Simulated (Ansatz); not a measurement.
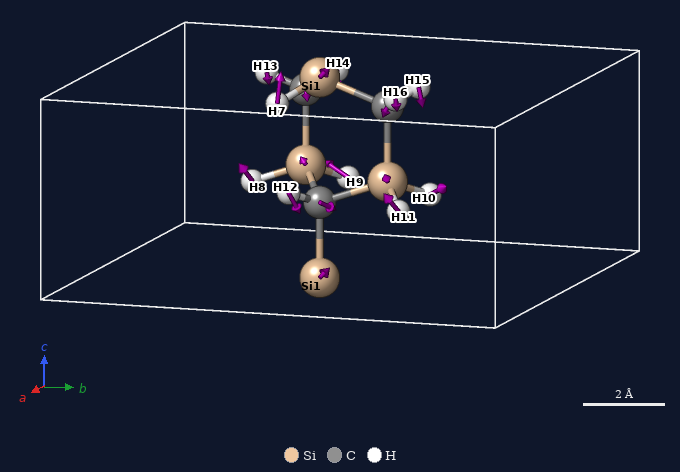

This is a relaxation of a wire of composition Si$_{3}$H$_{10}$C$_{3}$. The starting structure is drawn; purple arrows show the displacements (the part carried along by the change of the cell is left out), 5 times their true length.

Style: ball-and-stick. Shown: the cell of the calculation, with the vacuum cut short, slightly off an axis.

Case: wire along [0 0 1], 6 atoms a period, capped with H.

Theory: Ansatz 0.2.0, DFT PBE, scalar-relativistic, plane waves, PAW. Settings: plane-wave cutoff 420 eV; k-point mesh 1 × 1 × 7; occupations gaussian; smearing width 0.05 eV; no spin polarisation; cell relaxed at fixed a, b, alpha, beta, gamma; force threshold 0.02 eV/Å; at most 45 steps.

### Atoms of which element are displaced furthest, and by how much?

Hydrogen: up to 0.18 Å, against 0.12 Å for carbon.

### What happened in the run?

The largest moves relative to the centre of the atoms, 0.18 Å, are those of H atoms. Largest moves by element: H 0.18 Å, C 0.12 Å, Si 0.08 Å. Along the periodic axis the drawn cell goes c 5.074 → 5.322 Å (+4.9 %). Some distances before and after: C–H 1.090 → 1.106 Å, C–Si 1.907 → 1.894 Å, H–Si 1.490 → 1.499 Å, C–Si 1.893 → 1.888 Å. Bond angles that change, for instance: Si–C–Si 109.4° → 114.6°, Si–C–Si 109.4° → 114.2°, Si–C–H 109.4° → 105.4°. Over 7 accepted moves (9 points after the start) the energy falls by 0.198 eV per cell of the calculation. Largest force component: 0.77 eV/Å at the start, 0.011 eV/Å at the end. At 2 points the geometry stayed and the basis and grid were re-selected for the new cell (energy shift of 16.0 meV per cell of the calculation at most each time). Cost: 50 s on 4 threads of Arm Neoverse V2, on a shared host, peak memory 1.1 GiB.
